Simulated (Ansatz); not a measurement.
## HfO$_{2}$: a changed input and its effect

System: HfO$_{2}$ (6 atoms in the cell).
Method of the first run: DFT PBE, scalar-relativistic, plane waves, PAW, PAW set soft_1, no spin polarisation (Ansatz 0.2.0).

The structure derives from an entry of the Crystallography Open Database. Text and figures count atoms from 1; the logs count them from 0 in places.

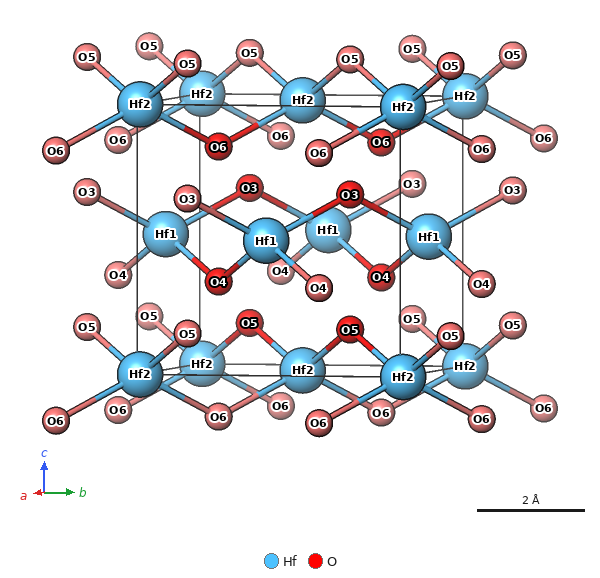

Figure 1. The input geometry (ball-and-stick view of the cell 2 times as large as that of the calculation, set on its symmetry axes, seen at an oblique angle; neighbours outside the cell are drawn fainter; atoms are numbered from 1 in the order of the input). An atom can appear more than once, as a periodic image. Near neighbours in the periodic cell (some may lie outside the picture): Hf has 4 O at 1.95 to 2.02 Å; O has 2 Hf at 1.95 to 2.02 Å.

## Input, the first run
```yaml
crystal:
  lattice:
    - [0.0, -2.5489194559, -2.5489194559]
    - [0.0, 2.5489194559, -2.5489194559]
    - [5.0978389119, 0.0, 0.0]
  atoms:
    - { symbol: Hf, position: [0.5102788654, 0.4897211346, 0.5] }
    - { symbol: Hf, position: [-0.0102788654, 0.0102788654, 0.0] }
    - { symbol: O, position: [7.49786e-05, 0.5000749786, 0.6634927549] }
    - { symbol: O, position: [0.4999250214, -7.49786e-05, 0.3365072451] }
    - { symbol: O, position: [7.49786e-05, 0.5000749786, 0.1634927549] }
    - { symbol: O, position: [0.4999250214, -7.49786e-05, 0.8365072451] }
basis:
  ecutwfc: 520.0
kpoints:
  mp_grid: { grid: [6, 6, 6] }
hamiltonian:
  xc: pbe
  pseudopotentials: { kind: paw, azcp: { folder: soft_1 } }
scf:
  occupations: { method: gaussian, width: 0.05 }
output:
  forces: true
  stress: true
  eigenvalues: true
```

Launched with:
```bash
ansatz run input.yaml --threads 2 --pin off --max-ram 4096MiB --backend cpu --events-out ev --progress --plain --runs-dir out
```

Hardware: 2 threads of Arm Neoverse N1, 98 GiB of memory available, shared host.

## Output, shortened to warnings, some set-up lines, iterations and results (the first run)
```
Basis set: ecut = 520 eV, 1787 PW (Γ), exchange–correlation on 54×54×80 points (8 copies of the dense FFT grid, shifted against one another)
Symmetry: 4 space group operations
k-points: 68 of 216
Initial density: superposition of atomic densities (chi_scale 0.1, normalization cell, long waves kept (reshape's long-wave potential 0.00 eV rms))
[...]
SCF iter   1: F=—  HF=-33725.509902 eV  |F-HF|=—  |Δ(HF+E_count)|=         —  Δρ=9.03e-2  dr2=4.36e0  ethr=3.10e-3  ⟨swp⟩=5.7  Hψ=9925  notcnv=0
SCF iter   2: F=—  HF=-33724.492432 eV  |F-HF|=—  |Δ(HF+E_count)|=    1.02e0  Δρ=4.57e-2  dr2=1.21e0  ethr=3.10e-3  ⟨swp⟩=2.1  Hψ=6463  notcnv=0  defer=182
SCF iter   3: F=—  HF=-33724.249824 eV  |F-HF|=—  |Δ(HF+E_count)|=   2.43e-1  Δρ=2.15e-2  dr2=2.69e-1  ethr=1.59e-3  ⟨swp⟩=2.0  Hψ=5346  notcnv=0  defer=182
SCF iter   4: F=—  HF=-33724.080526 eV  |F-HF|=—  |Δ(HF+E_count)|=   1.69e-1  Δρ=7.90e-3  dr2=2.93e-2  ethr=3.54e-4  ⟨swp⟩=3.0  Hψ=6111  notcnv=0  defer=182
SCF iter   5: F=—  HF=-33724.101669 eV  |F-HF|=—  |Δ(HF+E_count)|=   2.11e-2  Δρ=2.96e-3  dr2=4.81e-3  ethr=3.86e-5  ⟨swp⟩=2.0  Hψ=6002  notcnv=0  defer=114
SCF iter   6: F=—  HF=-33724.102003 eV  |F-HF|=—  |Δ(HF+E_count)|=   3.34e-4  Δρ=8.43e-4  dr2=3.82e-4  ethr=6.33e-6  ⟨swp⟩=2.0  Hψ=5036  notcnv=0  defer=114
SCF iter   7: F=—  HF=-33724.102505 eV  |F-HF|=—  |Δ(HF+E_count)|=   5.02e-4  Δρ=4.65e-4  dr2=1.31e-4  ethr=5.02e-7  ⟨swp⟩=2.0  Hψ=5399  notcnv=0  defer=114
SCF iter   8: F=—  HF=-33724.102680 eV  |F-HF|=—  |Δ(HF+E_count)|=   1.75e-4  Δρ=8.65e-5  dr2=2.95e-6  ethr=1.72e-7  ⟨swp⟩=2.0  Hψ=4919  notcnv=0  defer=114
SCF iter   9: F=—  HF=-33724.102659 eV  |F-HF|=—  |Δ(HF+E_count)|=   2.08e-5  Δρ=1.80e-5  dr2=1.31e-7  ethr=3.88e-9  ⟨swp⟩=2.0  Hψ=5594  notcnv=0  defer=114
SCF iter  10: F=-33724.102660 eV  HF=-33724.102660 eV  |F-HF|=3.15e-9  |Δ(HF+E_count)|=   2.40e-7  Δρ=3.04e-6  dr2=3.34e-9  ethr=1.32e-10  ⟨swp⟩=10.4  Hψ=14574  notcnv=0
SCF 1 converged in 10 iterations: F = -33724.102660 eV  dr2 = 3.34e-9
SCF converged after 10 iterations
Free energy (F): -33724.102660 eV
Harris-Foulkes:  -33724.102660 eV  (|F-HF|=3.15e-9)
Internal energy: -33724.102660 eV  (E = F + TS)
E sigma→0 (E₀):  -33724.102660 eV
Fermi energy:    16.174159 eV
--- Per-component energies (eV) ---
  E_band       = -9.632934
  E_kinetic    = 1495.944247
  E_local      = -14253.115896  (includes V_loc(G=0)·N_el)
  E_nonlocal   = 340.680675
  E_hartree    = 6796.450358
  E_xc         = -821.855649
  E_vxc        = -878.390087  (∫ρ·V_xc dr)
  E_paw        = -16055.077499  (= ΣΔE_a)
  E_vpaw       = -307.659904  (= ΣTr[D̂ρ^β])
  E_aug_tail   = 0.000982  (compensation charges beyond the density's cutoff)
  E_ewald      = -11227.129877
  E_smearing   = -0.000000  (= −TS)
  E_closure    = -0.000000  (closes the sum)
  Σ components = -33724.102660   (vs F -33724.102660, Δ=0.00e0)
--- Forces (eV/Å), atoms counted from 1 ---
  atom   1  Hf     0.00000000     0.94864447     0.00000000
  atom   2  Hf     0.00000000    -0.94864447     0.00000000
  atom   3  O      1.49813030    -0.52572443    -0.36190627
  atom   4  O     -1.49813030    -0.52572443     0.36190627
  atom   5  O      1.49813030     0.52572443    -0.36190627
  atom   6  O     -1.49813030     0.52572443     0.36190627
  max |Σ_I F_I| component: 0.00e0 eV/Å
--- Stress (GPa, compression-positive) ---
       25.014672       0.000000      -5.070477
        0.000000      15.076072       0.000000
       -5.070477       0.000000      15.210811
  P = ⅓ Tr σ = 18.4339 GPa (184.339 kbar)
```

The input of the second run differs as follows (lines with − go, lines with + come):
```diff
-    - { symbol: O, position: [7.49786e-05, 0.5000749786, 0.6634927549] }
-    - { symbol: O, position: [0.4999250214, -7.49786e-05, 0.3365072451] }
-    - { symbol: O, position: [7.49786e-05, 0.5000749786, 0.1634927549] }
-    - { symbol: O, position: [0.4999250214, -7.49786e-05, 0.8365072451] }
+    - { symbol: O, position: [7.49786e-05, 0.5000749786, 0.715397102] }
+    - { symbol: O, position: [0.4999250214, -7.49786e-05, 0.284602898] }
+    - { symbol: O, position: [7.49786e-05, 0.5000749786, 0.215397102] }
+    - { symbol: O, position: [0.4999250214, -7.49786e-05, 0.784602898] }
```

How does the second run compare with the first run?

With the same functional and potentials, the second run lies 88.8 meV per atom lower. The pressure goes from 18.43 to 2.95 GPa. The largest force goes from 1.628 to 0.417 eV/Å. The number of SCF iterations is the same.

## Output, shortened to warnings, some set-up lines, iterations and results (the second run)
```
Basis set: ecut = 520 eV, 1787 PW (Γ), exchange–correlation on 54×54×80 points (8 copies of the dense FFT grid, shifted against one another)
Symmetry: 4 space group operations
k-points: 68 of 216
Initial density: superposition of atomic densities (chi_scale 0.1, normalization cell, long waves kept (reshape's long-wave potential 0.00 eV rms))
[...]
SCF iter   1: F=—  HF=-33725.698409 eV  |F-HF|=—  |Δ(HF+E_count)|=         —  Δρ=8.65e-2  dr2=3.70e0  ethr=3.10e-3  ⟨swp⟩=5.6  Hψ=9645  notcnv=0
SCF iter   2: F=—  HF=-33724.909275 eV  |F-HF|=—  |Δ(HF+E_count)|=   7.89e-1  Δρ=4.29e-2  dr2=1.02e0  ethr=3.10e-3  ⟨swp⟩=2.0  Hψ=6368  notcnv=0  defer=260
SCF iter   3: F=—  HF=-33724.729752 eV  |F-HF|=—  |Δ(HF+E_count)|=   1.80e-1  Δρ=2.14e-2  dr2=2.59e-1  ethr=1.35e-3  ⟨swp⟩=2.0  Hψ=5177  notcnv=0  defer=260
SCF iter   4: F=—  HF=-33724.614676 eV  |F-HF|=—  |Δ(HF+E_count)|=   1.15e-1  Δρ=7.92e-3  dr2=3.16e-2  ethr=3.41e-4  ⟨swp⟩=2.6  Hψ=5804  notcnv=0  defer=260
SCF iter   5: F=—  HF=-33724.635661 eV  |F-HF|=—  |Δ(HF+E_count)|=   2.10e-2  Δρ=3.83e-3  dr2=8.79e-3  ethr=4.16e-5  ⟨swp⟩=2.0  Hψ=4984  notcnv=0  defer=260
SCF iter   6: F=—  HF=-33724.634054 eV  |F-HF|=—  |Δ(HF+E_count)|=   1.61e-3  Δρ=8.83e-4  dr2=4.75e-4  ethr=1.16e-5  ⟨swp⟩=2.0  Hψ=5452  notcnv=0  defer=124
SCF iter   7: F=—  HF=-33724.635302 eV  |F-HF|=—  |Δ(HF+E_count)|=   1.25e-3  Δρ=5.63e-4  dr2=1.61e-4  ethr=6.26e-7  ⟨swp⟩=2.0  Hψ=5459  notcnv=0  defer=124
SCF iter   8: F=—  HF=-33724.635454 eV  |F-HF|=—  |Δ(HF+E_count)|=   1.51e-4  Δρ=8.04e-5  dr2=2.64e-6  ethr=2.11e-7  ⟨swp⟩=2.0  Hψ=5444  notcnv=0  defer=124
SCF iter   9: F=—  HF=-33724.635443 eV  |F-HF|=—  |Δ(HF+E_count)|=   1.10e-5  Δρ=1.17e-5  dr2=4.96e-8  ethr=1.32e-10  ⟨swp⟩=9.8  Hψ=16508  notcnv=0
SCF iter  10: F=-33724.635443 eV  HF=-33724.635443 eV  |F-HF|=4.29e-9  |Δ(HF+E_count)|=   2.57e-7  Δρ=2.18e-6  dr2=1.73e-9  ethr=6.53e-11  ⟨swp⟩=3.7  Hψ=11901  notcnv=0
SCF 1 converged in 10 iterations: F = -33724.635443 eV  dr2 = 1.73e-9
SCF converged after 10 iterations
Free energy (F): -33724.635443 eV
Harris-Foulkes:  -33724.635443 eV  (|F-HF|=4.29e-9)
Internal energy: -33724.635443 eV  (E = F + TS)
E sigma→0 (E₀):  -33724.635443 eV
Fermi energy:    16.177990 eV
--- Per-component energies (eV) ---
  E_band       = -12.146136
  E_kinetic    = 1484.952555
  E_local      = -14087.322867  (includes V_loc(G=0)·N_el)
  E_nonlocal   = 338.583912
  E_hartree    = 6713.179050
  E_xc         = -819.449745
  E_vxc        = -875.312055  (∫ρ·V_xc dr)
  E_paw        = -16050.877034  (= ΣΔE_a)
  E_vpaw       = -299.407301  (= ΣTr[D̂ρ^β])
  E_aug_tail   = 0.000909  (compensation charges beyond the density's cutoff)
  E_ewald      = -11303.702222
  E_smearing   = -0.000000  (= −TS)
  E_closure    = 0.000000  (closes the sum)
  Σ components = -33724.635443   (vs F -33724.635443, Δ=0.00e0)
--- Forces (eV/Å), atoms counted from 1 ---
  atom   1  Hf     0.00000000     0.41689763     0.00000000
  atom   2  Hf     0.00000000    -0.41689763     0.00000000
  atom   3  O     -0.18027896    -0.20793226    -0.06278744
  atom   4  O      0.18027896    -0.20793226     0.06278744
  atom   5  O     -0.18027896     0.20793226    -0.06278744
  atom   6  O      0.18027896     0.20793226     0.06278744
  max |Σ_I F_I| component: 2.78e-17 eV/Å
--- Stress (GPa, compression-positive) ---
        6.427395       0.000000      -2.149938
        0.000000       1.272491       0.000000
       -2.149938       0.000000       1.157352
  P = ⅓ Tr σ = 2.9524 GPa (29.524 kbar)
```

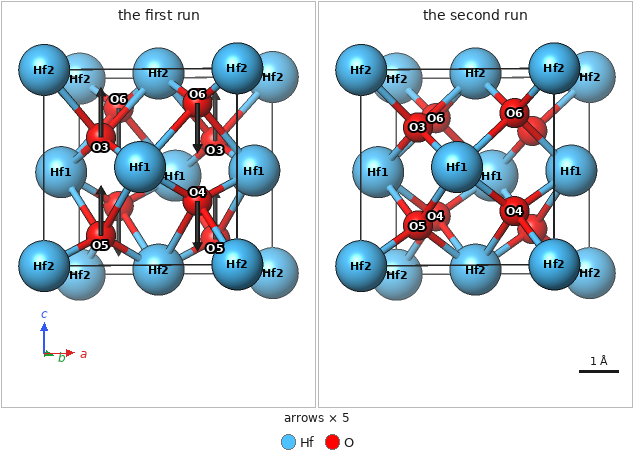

Figure 2. The two input geometries at one scale (ball-and-stick view of the cell 2 times as large as that of the calculation, set on its symmetry axes, seen at an oblique angle). The black arrows on the first give the shifts of the atoms relative to the cell, magnified 5 times. The largest moves, 0.26 Å, are those of O3, O4, O5 and O6. Hf stays in place. The cell stays as it was. Among the contacts that change: Hf1–O5 2.462 → 2.286 Å, Hf1–O3 1.953 → 2.080 Å.

## The two runs side by side

| quantity | the first run | the second run |
| --- | --- | --- |
| outcome | converged | converged |
| free energy per atom (eV) | −5620.6838 | −5620.7726 |
| gap on the mesh (eV) | 4.38 | 4.37 |
| pressure (GPa) | 18.43 | 2.95 |
| largest force (eV/Å) | 1.628 | 0.417 |
| SCF iterations | 10 | 10 |
| irreducible k-points | 68 | 68 |
| plane waves at Γ | 1787 | 1787 |
| wall time (shared host) | 19 s | 20 s |

For both runs: Spin–orbit coupling is left out, which matters for Hf. For the first run: The cell is under a pressure of 18.4 GPa at this level, so it is not at its equilibrium volume.
